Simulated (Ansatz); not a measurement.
# Geometry relaxation of ZrS₂ (part 1 of 2)

The run: geometry relaxation of ZrS₂ (P-3m1, 3 atoms in the cell). Method and program: DFT, PBE, dispersion d3bj, plane waves, PAW, no spin polarisation (Ansatz 0.2.0).

The structure derives from a Materials Project entry. Figures and captions count atoms from 1; the log counts them from 0 in places.

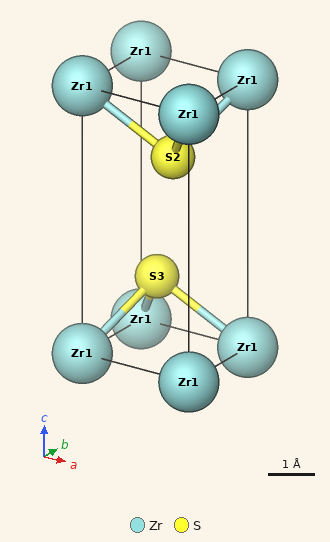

Figure 1. The structure as given in the input (ball-and-stick view of the cell of the calculation, seen slightly off an axis; atoms are numbered from 1 in the order of the input). Near neighbours in the crystal (not all of them lie inside the picture): Zr has 6 S at 2.57 Å; S has 3 Zr at 2.57 Å.

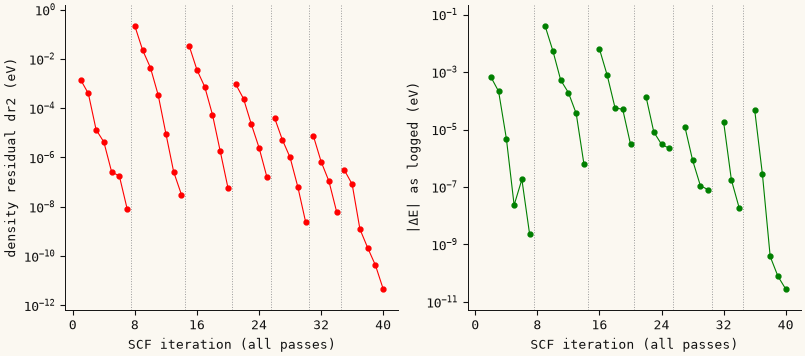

Figure 2. Convergence of the self-consistent field: density residual dr2 and size of the energy change against the SCF iteration. The dotted lines part the SCF passes of the relaxation: geometry steps, rejected trials and re-solves on a re-selected basis. The 7 passes take 4 to 7 iterations each, 40 in all.

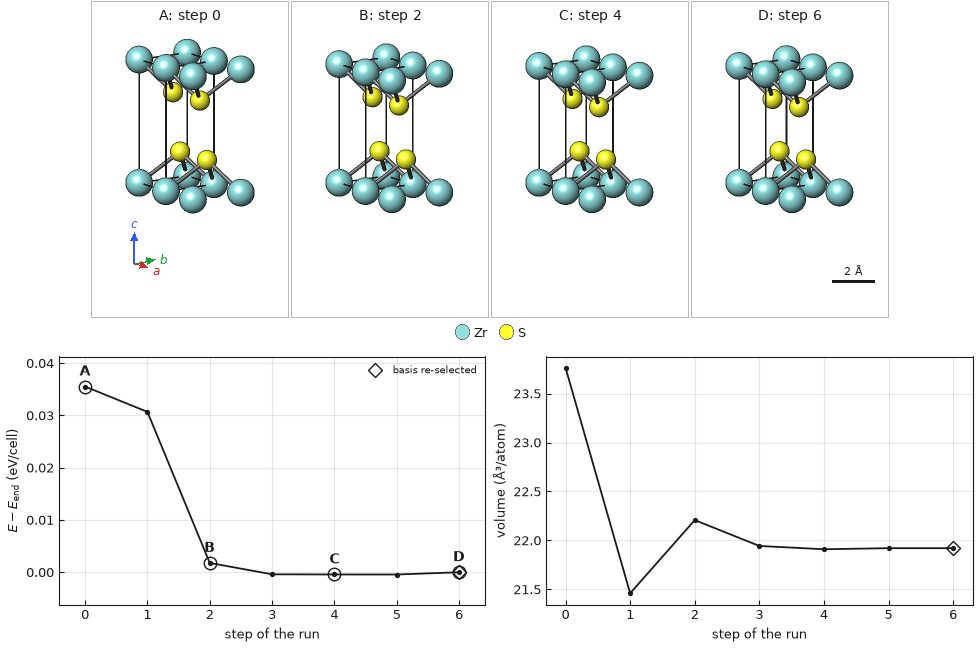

Figure 3. Frames of the relaxation (ball-and-stick view of the cell of the calculation, repeated 2 × 1 × 1, seen slightly off an axis) above the curves, on which the letters mark them (the first geometry is step 0 here and step 1 in the log).

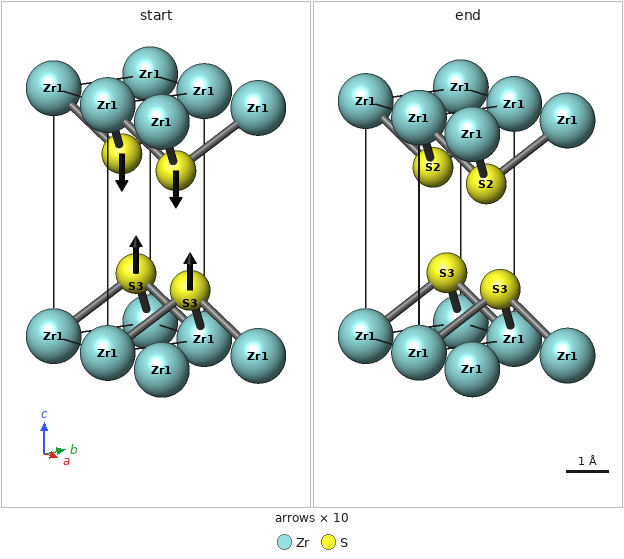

Figure 4. Before (left) and after (right) the relaxation, at one scale (ball-and-stick view of the cell of the calculation, repeated 2 × 1 × 1, seen slightly off an axis). The black arrows give the displacements (without the part carried along by the change of the cell), magnified 10 times. The largest moves relative to the cell, 0.094 Å, are those of S2 and S3. Zr stays in place. The drawn cell changes as follows: a = b 3.691 → 3.641 Å (−1.4 %), c 6.041 → 5.728 Å (−5.2 %); the volume changes by −7.8 %. Distances before and after: Zr1–S2 2.571 → 2.557 Å. The space group stays P-3m1 (No. 164). Over 5 geometry steps the energy falls by 36.0 meV per cell of the calculation. The largest force component goes from 0.043 to 0.00011 eV/Å. Pressure: −1.82 GPa at the start and 0.00 GPa at the end. A last SCF at the same geometry on a re-selected plane-wave basis shifts the energy by +0.4 meV per cell of the calculation. (Atoms are counted from 1 in the order of the input.)

The input and output of the run follow.

Input file
```yaml
crystal:
  lattice:
    - [3.6913825498, 0.0, 0.0]
    - [-1.8456912749, 3.1968310632, 0.0]
    - [0.0, 0.0, 6.04107701]
  atoms:
    - { symbol: Zr, position: [0.0, 0.0, 0.0] }
    - { symbol: S, position: [0.66666667, 0.33333333, 0.76209003] }
    - { symbol: S, position: [0.33333333, 0.66666667, 0.23790997] }
basis:
  ecutwfc: 420
kpoints:
  mp_grid: { grid: [6, 6, 2] }
hamiltonian:
  xc: pbe
  dispersion: d3bj
scf:
  occupations: { method: gaussian, width: 0.02 }
output:
  forces: true
  stress: true
  eigenvalues: true
relax:
  adjacent_minimum: "off"
  f_tol: 0.005
  max_steps: 80
  cell: { stress_tol: 0.05 }
```

Run as:
```bash
ansatz run input.yaml --threads 1 --pin off --max-ram 2560MiB --backend cpu --events-out ev --progress --plain --runs-dir out
```

Output
```
Engine: ansatz 0.2.0, aarch64-unknown-linux-gnu
Pseudopotentials: kind: paw
Pseudopotential: Zr, paw, valence charge 12, recommended cutoff 420 eV (normal), Zr.paw.azcp
Pseudopotential: S, paw, valence charge 6, recommended cutoff 420 eV (normal), S.paw.azcp
Functional definition: PBE
  parameter kappa = 0.804
  parameter beta = 0.06672455060314922
  exchange = pbe_x(kappa = kappa, mu = beta*pi^2/3)
  correlation = pbe_c(beta = beta)
Crystal: 3 atoms, lattice volume = 71.289 Å³
Basis set: ecut = 420 eV, 1389 PW (Γ), exchange–correlation on 50×50×90 points (8 copies of the dense FFT grid, shifted against one another)
Bands: 16, of which v1, the nominal top of the filled ones, is band 12 counted from 1 (11 counted from 0)
Symmetry: 12 space group operations
Space group: P-3m1 (ITA 164), of the structure as read, at distance tolerance 4.1e-5 Å
k-points: 14 of 72
Non-local potential: Zr, projectors of the file, l = 0: 3, l = 1: 2, l = 2: 2, l = 3: 2
Non-local potential: S, projectors of the file, l = 0: 2, l = 1: 2, l = 2: 2
PAW form: soft (Blöchl's): semilocal exchange-correlation on the pseudo side does not see the compensation charge
PAW one-centre angular grid: Zr, 590 points (default); XC on 64 Gauss nodes
PAW one-centre angular grid: S, 110 points (default); XC on 64 Gauss nodes
Initial density: superposition of atomic densities (neutral atoms: chi_scale 0, normalization atom), corrected by the library's trained network
Initial wavefunctions: pseudopotential atomic-orbital guess
Functional: x = pbe(κ = 0.804, μ = 0.2195149727645171), c = pbe(β = 0.06672455060314922)
SCF iter   1: F=—  HF=-5993.616467 eV  |F-HF|=—  |Δ(HF+E_count)|=         —  Δρ=1.21e-3  dr2=1.44e-3  ethr=1.77e-3  ⟨swp⟩=6.0  Hψ=1246  notcnv=0
preconditioner: auto → Resta (q_TF=auto, 2.276 Å⁻¹)  ε∞=6.2  [insulator: Δε(μ)=1.069 eV  Ē_g=7.725 eV  σ=0.020 eV  W_gap=1.00  n_scr=22 (ndim 8)  ℏωp=17.6 eV  f_vac=0.029  D(μ)=0.00/eV (n_scr^D=0)  ε∞_Penn≈6.2]
SCF iter   2: F=—  HF=-5993.615789 eV  |F-HF|=—  |Δ(HF+E_count)|=   6.78e-4  Δρ=6.55e-4  dr2=3.96e-4  ethr=6.02e-6  ⟨swp⟩=2.0  Hψ=489  notcnv=0
SCF iter   3: F=—  HF=-5993.616002 eV  |F-HF|=—  |Δ(HF+E_count)|=   2.13e-4  Δρ=1.34e-4  dr2=1.34e-5  ethr=1.65e-6  ⟨swp⟩=2.0  Hψ=324  notcnv=0
SCF iter   4: F=—  HF=-5993.616007 eV  |F-HF|=—  |Δ(HF+E_count)|=   4.85e-6  Δρ=4.31e-5  dr2=4.24e-6  ethr=5.59e-8  ⟨swp⟩=2.0  Hψ=335  notcnv=0
SCF iter   5: F=—  HF=-5993.616007 eV  |F-HF|=—  |Δ(HF+E_count)|=   2.35e-8  Δρ=1.53e-5  dr2=2.61e-7  ethr=1.77e-8  ⟨swp⟩=2.0  Hψ=308  notcnv=0
SCF iter   6: F=—  HF=-5993.616007 eV  |F-HF|=—  |Δ(HF+E_count)|=   1.83e-7  Δρ=9.28e-6  dr2=1.75e-7  ethr=4.17e-10  ⟨swp⟩=5.8  Hψ=949  notcnv=0
SCF iter   7: F=-5993.616007 eV  HF=-5993.616007 eV  |F-HF|=9.97e-10  |Δ(HF+E_count)|=   2.26e-9  Δρ=1.97e-6  dr2=8.27e-9  ethr=4.17e-10  ⟨swp⟩=3.0  Hψ=815  notcnv=0
SCF 1 converged in 7 iterations: F = -5993.616007 eV  dr2 = 8.27e-9
  greatest PAW one-centre occupation: 0.995 electrons in one spin orbital (limit 2), on the Zr atom at site 0 (counted from 0), in its partial waves of l = 0
relax step   1: F+E_penalty+E_count = -5993.61600671 eV  Δ(F+E_penalty+E_count) = +0.000e0 eV  max|allowed force component| = 4.320e-2 eV/Å  Δτ_max = 0.0000 Å  P = -1.822 GPa  Ω = 71.289 Å³  (7 SCF iters, dr2 threshold 1.00e-7 eV, accepted)
Crystal: 3 atoms, lattice volume = 64.382 Å³
Basis set: ecut = 420 eV, 1237 PW (Γ), exchange–correlation on 50×50×90 points (8 copies of the dense FFT grid, shifted against one another)
Initial density: handed on by an earlier stage of this run
Initial wavefunctions: those handed on with the density
iter 1 solved again at ethr=8.85e-4 eV; its pass at ethr=3.10e-3 eV (dr2=2.12e-1 eV) is discarded
SCF iter   1: F=—  HF=-5993.666109 eV  |F-HF|=—  |Δ(HF+E_count)|=         —  Δρ=9.23e-3  dr2=2.14e-1  ethr=8.85e-4  ⟨swp⟩=1.0  Hψ=1506  notcnv=0
preconditioner: auto → Resta (q_TF=auto, 2.315 Å⁻¹)  ε∞=6.6  [insulator: Δε(μ)=0.407 eV  Ē_g=7.807 eV  σ=0.020 eV  W_gap=1.00  n_scr=22 (ndim 8)  ℏωp=18.5 eV  f_vac=0.004  D(μ)=0.00/eV (n_scr^D=0)  ε∞_Penn≈6.6]
SCF iter   2: F=—  HF=-5993.626562 eV  |F-HF|=—  |Δ(HF+E_count)|=   3.95e-2  Δρ=4.02e-3  dr2=2.27e-2  ethr=8.85e-4  ⟨swp⟩=2.0  Hψ=337  notcnv=0
SCF iter   3: F=—  HF=-5993.621146 eV  |F-HF|=—  |Δ(HF+E_count)|=   5.42e-3  Δρ=1.60e-3  dr2=4.43e-3  ethr=9.44e-5  ⟨swp⟩=2.1  Hψ=350  notcnv=0
SCF iter   4: F=—  HF=-5993.620619 eV  |F-HF|=—  |Δ(HF+E_count)|=   5.27e-4  Δρ=6.09e-4  dr2=3.44e-4  ethr=1.85e-5  ⟨swp⟩=2.1  Hψ=336  notcnv=0
SCF iter   5: F=—  HF=-5993.620810 eV  |F-HF|=—  |Δ(HF+E_count)|=   1.91e-4  Δρ=1.18e-4  dr2=9.13e-6  ethr=1.43e-6  ⟨swp⟩=2.0  Hψ=333  notcnv=0
SCF iter   6: F=—  HF=-5993.620846 eV  |F-HF|=—  |Δ(HF+E_count)|=   3.62e-5  Δρ=1.82e-5  dr2=2.58e-7  ethr=1.25e-9  ⟨swp⟩=4.3  Hψ=1088  notcnv=0
SCF iter   7: F=-5993.620847 eV  HF=-5993.620846 eV  |F-HF|=7.32e-8  |Δ(HF+E_count)|=   6.21e-7  Δρ=5.78e-6  dr2=3.09e-8  ethr=1.07e-9  ⟨swp⟩=2.4  Hψ=779  notcnv=0
SCF 2 converged in 7 iterations: F = -5993.620847 eV  dr2 = 3.09e-8
relax step   2: F+E_penalty+E_count = -5993.62084657 eV  Δ(F+E_penalty+E_count) = -4.840e-3 eV  max|allowed force component| = 3.029e-1 eV/Å  Δτ_max = 0.1336 Å  P = +0.514 GPa  Ω = 64.382 Å³  energy of the carried Pulay correction = +6.983e-4 eV  (7 SCF iters, dr2 threshold 3.00e-7 eV, accepted)
Crystal: 3 atoms, lattice volume = 66.624 Å³
Basis set: ecut = 420 eV, 1291 PW (Γ), exchange–correlation on 50×50×90 points (8 copies of the dense FFT grid, shifted against one another)
iter 1 solved again at ethr=1.47e-4 eV; its pass at ethr=3.10e-3 eV (dr2=3.53e-2 eV) is discarded
SCF iter   1: F=—  HF=-5993.656796 eV  |F-HF|=—  |Δ(HF+E_count)|=         —  Δρ=3.66e-3  dr2=3.34e-2  ethr=1.47e-4  ⟨swp⟩=1.0  Hψ=1525  notcnv=0
preconditioner: auto → Resta (q_TF=auto, 2.301 Å⁻¹)  ε∞=6.3  [insulator: Δε(μ)=0.803 eV  Ē_g=7.893 eV  σ=0.020 eV  W_gap=1.00  n_scr=22 (ndim 8)  ℏωp=18.2 eV  f_vac=0.014  D(μ)=0.00/eV (n_scr^D=0)  ε∞_Penn≈6.3]
SCF iter   2: F=—  HF=-5993.650524 eV  |F-HF|=—  |Δ(HF+E_count)|=   6.27e-3  Δρ=1.59e-3  dr2=3.58e-3  ethr=1.39e-4  ⟨swp⟩=2.1  Hψ=344  notcnv=0
SCF iter   3: F=—  HF=-5993.649759 eV  |F-HF|=—  |Δ(HF+E_count)|=   7.65e-4  Δρ=6.69e-4  dr2=7.40e-4  ethr=1.49e-5  ⟨swp⟩=2.4  Hψ=307  notcnv=0
SCF iter   4: F=—  HF=-5993.649701 eV  |F-HF|=—  |Δ(HF+E_count)|=   5.76e-5  Δρ=2.36e-4  dr2=5.43e-5  ethr=3.09e-6  ⟨swp⟩=2.0  Hψ=294  notcnv=0
SCF iter   5: F=—  HF=-5993.649751 eV  |F-HF|=—  |Δ(HF+E_count)|=   5.00e-5  Δρ=5.00e-5  dr2=1.78e-6  ethr=2.26e-7  ⟨swp⟩=2.0  Hψ=331  notcnv=0
SCF iter   6: F=-5993.649755 eV  HF=-5993.649755 eV  |F-HF|=8.19e-8  |Δ(HF+E_count)|=   3.08e-6  Δρ=7.87e-6  dr2=5.74e-8  ethr=1.25e-9  ⟨swp⟩=6.3  Hψ=1086  notcnv=0
SCF 3 converged in 6 iterations: F = -5993.649755 eV  dr2 = 5.74e-8
relax step   3: F+E_penalty+E_count = -5993.64975461 eV  Δ(F+E_penalty+E_count) = -2.891e-2 eV  max|allowed force component| = 1.641e-2 eV/Å  Δτ_max = 0.0520 Å  P = -0.195 GPa  Ω = 66.624 Å³  energy of the carried Pulay correction = +4.639e-4 eV  (6 SCF iters, dr2 threshold 3.00e-7 eV, accepted)
Crystal: 3 atoms, lattice volume = 65.832 Å³
Basis set: ecut = 420 eV, 1267 PW (Γ), exchange–correlation on 50×50×90 points (8 copies of the dense FFT grid, shifted against one another)
iter 1 solved again at ethr=3.73e-6 eV; its pass at ethr=3.10e-3 eV (dr2=8.95e-4 eV) is discarded
SCF iter   1: F=—  HF=-5993.652051 eV  |F-HF|=—  |Δ(HF+E_count)|=         —  Δρ=9.81e-4  dr2=9.38e-4  ethr=3.73e-6  ⟨swp⟩=1.9  Hψ=1581  notcnv=0
preconditioner: auto → Resta (q_TF=auto, 2.306 Å⁻¹)  ε∞=6.4  [insulator: Δε(μ)=0.673 eV  Ē_g=7.854 eV  σ=0.020 eV  W_gap=1.00  n_scr=22 (ndim 8)  ℏωp=18.3 eV  f_vac=0.009  D(μ)=0.00/eV (n_scr^D=0)  ε∞_Penn≈6.4]
SCF iter   2: F=—  HF=-5993.651913 eV  |F-HF|=—  |Δ(HF+E_count)|=   1.38e-4  Δρ=5.29e-4  dr2=2.42e-4  ethr=3.73e-6  ⟨swp⟩=2.1  Hψ=276  notcnv=0
SCF iter   3: F=—  HF=-5993.651922 eV  |F-HF|=—  |Δ(HF+E_count)|=   8.21e-6  Δρ=1.12e-4  dr2=2.26e-5  ethr=1.01e-6  ⟨swp⟩=2.0  Hψ=323  notcnv=0
SCF iter   4: F=—  HF=-5993.651925 eV  |F-HF|=—  |Δ(HF+E_count)|=   3.04e-6  Δρ=5.01e-5  dr2=2.50e-6  ethr=9.43e-8  ⟨swp⟩=2.1  Hψ=304  notcnv=0
SCF iter   5: F=-5993.651927 eV  HF=-5993.651927 eV  |F-HF|=1.40e-7  |Δ(HF+E_count)|=   2.22e-6  Δρ=1.35e-5  dr2=1.66e-7  ethr=1.25e-9  ⟨swp⟩=3.0  Hψ=927  notcnv=0
SCF 4 converged in 5 iterations: F = -5993.651927 eV  dr2 = 1.66e-7
```
